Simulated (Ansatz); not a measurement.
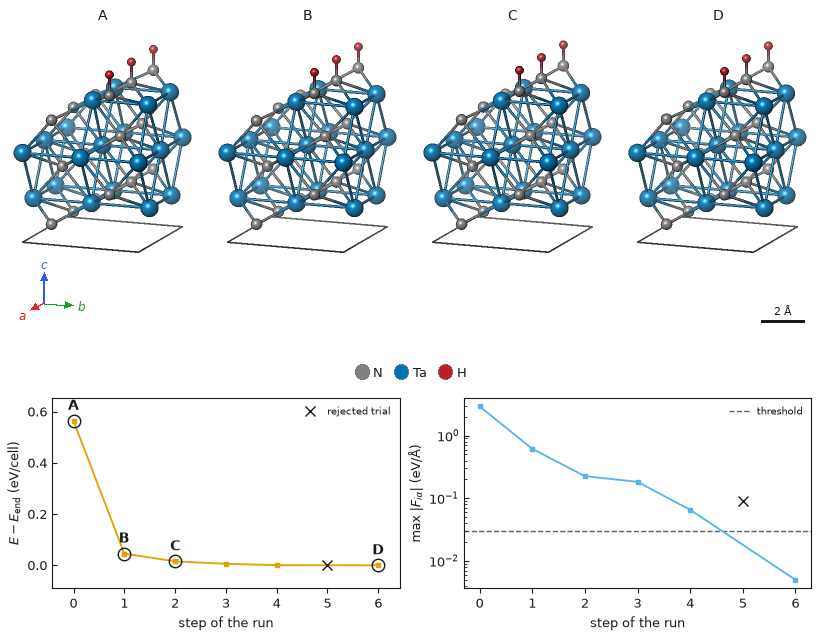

Frames of a constrained relaxation of a slab of composition Ta$_{6}$HN$_{6}$ (cut from the P6_3/mmc phase), marked on the history of the run. A ball-and-stick model of the 2 × 1 repeat of the cell, outlined in the plane, without the vacuum, seen slightly off an axis.

Case: H put at a top N site. The slab is the (1 0 0) face of TaN with H on it. 5 atoms are held fixed.

Theory: DFT r2SCAN, scalar-relativistic, plane waves, PAW in Ansatz 0.2.0.

The input:
```yaml
crystal:
  lattice:
    - [2.9016586662, 0.0, 0.0]
    - [0.0, 5.8915240703, 0.0]
    - [0.0, 0.0, 25.7010936481]
  atoms:
    - { symbol: "N", position: [0.0, 0.25, 0.3307252258] }
    - { symbol: Ta, position: [0.5, 0.0, 0.3633167068] }
    - { symbol: Ta, position: [0.5, 0.5, 0.3633167068] }
    - { symbol: "N", position: [0.0, 0.75, 0.3959081879] }
    - { symbol: "N", position: [0.5, 0.25, 0.4284996689] }
    - { symbol: Ta, position: [0.0, 0.0009880139, 0.4610333822] }
    - { symbol: Ta, position: [0.0, 0.4990119861, 0.4610333822] }
    - { symbol: "N", position: [0.5, 0.75, 0.4943033698] }
    - { symbol: "N", position: [0.0, 0.25, 0.5276441358] }
    - { symbol: Ta, position: [0.5, -0.012975881, 0.5583506269] }
    - { symbol: Ta, position: [0.5, 0.512975881, 0.5583506269] }
    - { symbol: "N", position: [0.0, 0.75, 0.583414376] }
    - { symbol: H, position: [0.0, 0.75, 0.6231014031] }
basis:
  ecutwfc: 500
kpoints:
  mp_grid: { grid: [10, 5, 1] }
hamiltonian:
  xc: r2scan
scf:
  occupations: { method: gaussian, width: 0.1 }
output:
  forces: true
  eigenvalues: true
  write_density: true
  write_potential: true
  elf: true
  volumetric_format: npy
relax:
  adjacent_minimum: "off"
  f_tol: 0.03
  max_steps: 70
  constraints: [{ sites: [0, 1, 2, 3, 4] }]
efield:
  axis: 3
  dipole_correction: true
  ramp_width: 0.04
```

Run as
```bash
ansatz run input.yaml --threads 4 --pin off --max-ram 10240MiB --backend cpu --events-out ev --progress --plain --runs-dir out
```

Question: What happens along the run?

Answer: N12 moves most: 0.17 Å along the normal (+c). Largest moves by element: N 0.17 Å, H 0.17 Å, Ta 0.08 Å. The cell stays as it was. Among the contacts that change: Ta10–N12 2.114 → 2.231 Å, Ta10–Ta11 3.099 → 2.986 Å, Ta10–Ta11 (another image) 2.793 → 2.905 Å, N9–Ta10 2.265 → 2.188 Å. Bond angles that change, for instance: Ta10–N12–Ta11 144.5° → 133.9°, Ta10–N8–Ta11 80.6° → 86.2°, Ta10–N12–Ta10 86.7° → 81.1°. After 5 accepted moves (6 points after the start) the energy has fallen by 0.564 eV per cell of the calculation. Largest force component: 2.9 eV/Å at the start, 0.005 eV/Å at the end. The line search rejected the trial step at point 5 of the run. From step 0 to 1: Ta and H atoms move most (0.12 Å), energy −0.518 eV per cell of the calculation. From step 1 to 2: N12 moves most (0.10 Å), energy −30.5 meV per cell of the calculation. From step 2 to 6: H13 moves most (0.05 Å), energy −15.4 meV per cell of the calculation.

Limits of the set-up: the cell has an odd number of electrons but was run without spin polarisation; the periodic images lie only 2.9 Å apart, so the values are limited by the cell's size.
